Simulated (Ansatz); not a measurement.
# Al$_{3}$GaAs$_{4}$: what the fields show

The calculation's input:

```
crystal:
  lattice:
    - [4.016148472, 0.0, 0.0]
    - [0.0, 8.0282496333, 0.0]
    - [0.0, 0.0, 5.6710988582]
  atoms:
    - { symbol: Al, position: [0.0, 0.7497988411, 3.6212e-05] }
    - { symbol: As, position: [0.5, 0.7501811597, 0.2495383796] }
    - { symbol: Al, position: [0.5, 0.0, 0.5005636556] }
    - { symbol: As, position: [0.0, 0.0, 0.7503419566] }
    - { symbol: Al, position: [0.0, 0.2502011589, 3.6212e-05] }
    - { symbol: As, position: [0.5, 0.2498188403, 0.2495383796] }
    - { symbol: Ga, position: [0.5, 0.5, 0.4996917477] }
    - { symbol: As, position: [0.0, 0.5, 0.7502534569] }
kpoints:
  mp_grid: { grid: [4, 2, 4] }
  band_path:
    path:
      - [0.0, 0.0, 0.0]
      - [0.5, 0.0, 0.0]
      - [0.5, 0.5, 0.0]
      - [0.0, 0.5, 0.0]
      - [0.0, 0.0, 0.5]
      - [0.5, 0.0, 0.5]
      - [0.5, 0.5, 0.5]
      - [0.0, 0.5, 0.5]
      - [0.0, 0.0, -0.039062]
    npoints: 1
hamiltonian:
  xc: pbe0
scf:
  occupations: { method: fixed }
  n_extra_bands: 6
output:
  forces: true
  stress: true
  eigenvalues: true
  write_density: true
  write_potential: true
  elf: true
  volumetric_format: npy
```

Below, planes, directions and counts refer to the conventional cell (a = 4.02 Å, b = 8.03 Å, c = 5.67 Å, α = 90.00°, β = 90.00°, γ = 90.00°).

Space group Pmm2; started from the ordered alloy on zincblende lattice prototype, which need not be the ambient phase.

The calculation used DFT, PBE0, plane waves, PAW (Ansatz 0.2.0).

The density is the valence pseudo-density of a PAW calculation; it isn't the true density close to the nuclei.

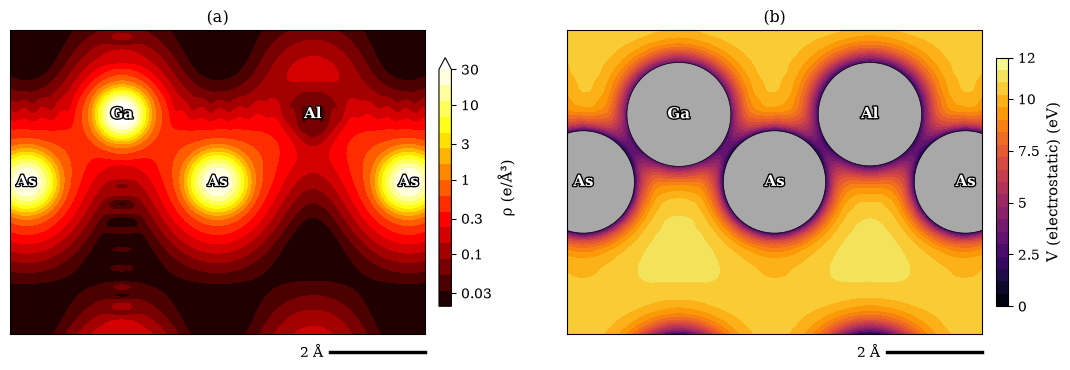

Figure 1. (a) valence charge density (pseudo); (b) electrostatic potential energy of an electron on the (100) plane of the conventional cell. Grey discs cover the atomic cores in the potential map.

Question: Interpret the plot.

Answer:
- The section cuts through As, Al and Ga sites.
- Al–As (2.46 Å): ρ at the midpoint is about 0.49 e/Å³.
- Ga–As (2.46 Å): ρ is about 0.5 e/Å³ halfway.
- The density dies away to nearly zero in the voids.
- Outside the cores the potential energy rises away from the atoms and is highest about 2.3 Å from the nearest atoms; its zero is arbitrary.

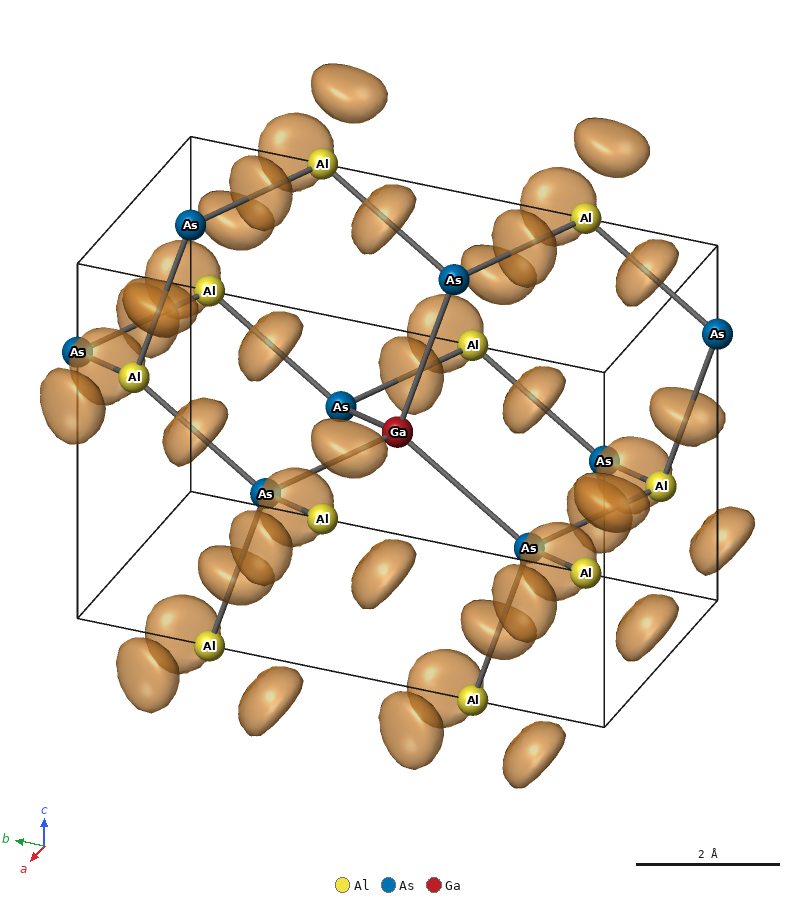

Figure 2. Isosurface of the ELF at 0.85 (orange), seen at an oblique angle. Core shells and regions of very low density are left out. Sticks mark near contacts.

Question: Where are the electrons localised?

Answer: The ELF exceeds this value in twelve regions between bonded Al–As atoms (shared pairs), counted in one cell of 8 atoms. Regions shared between cells count once.


Al–As (2.46 Å): the ELF peaks at about 0.95 between the atoms, as expected for a shared electron pair. Ga–As (2.46 Å): the ELF peaks at about 0.80 between the atoms; a covalent bond.

Question: Does the calculation give a band gap?

Answer: It is gapped, with a Kohn–Sham gap of 2.7 eV on the k-point mesh, an upper bound to the gap of this method.
